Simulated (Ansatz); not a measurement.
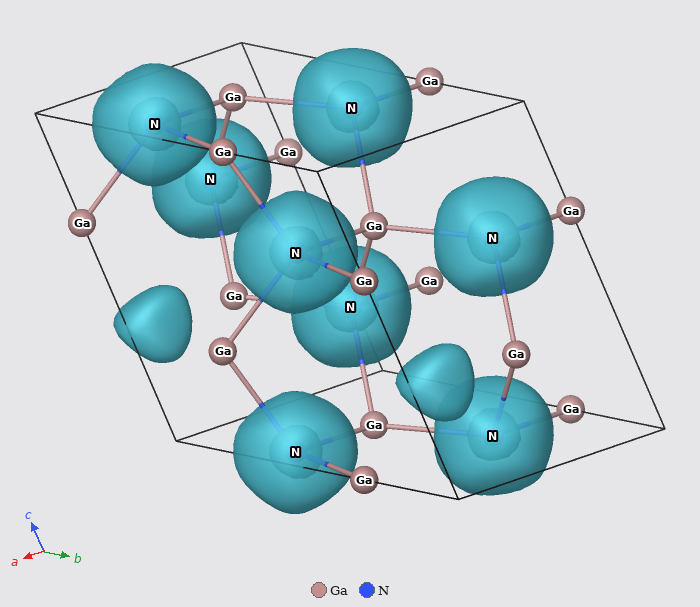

The picture shows: Ga6N5 (cell charge +1, with a compensating background) (distorted or defective cell). Isosurface of the ELF at 0.65 (cyan), seen at an oblique angle. Core shells and regions of very low density are left out. Sticks mark near contacts.

Level of theory: Ansatz 0.2.0, DFT PBE, scalar-relativistic, plane waves, PAW.

Question: What do the ELF domains correspond to?

Answer: The surface consists of five regions wrapped around N (the valence shell of each) and one pocket between the atoms, centred on no nucleus (multi-centre or interstitial), counted in one cell of 11 atoms. Regions shared between cells count once.

Values along the shortest contacts:
Ga–N (1.94 Å): the ELF peaks at about 0.85 in the valence shell of N, 0.7 Å from its nucleus, and is about 0.50 at the midpoint.

Question: Does the calculation make it a metal, or give it a gap?

Answer: It is gapped, with a Kohn–Sham gap of 2.0 eV on the k-point mesh (the band edges may lie off the mesh, which would make the gap smaller).
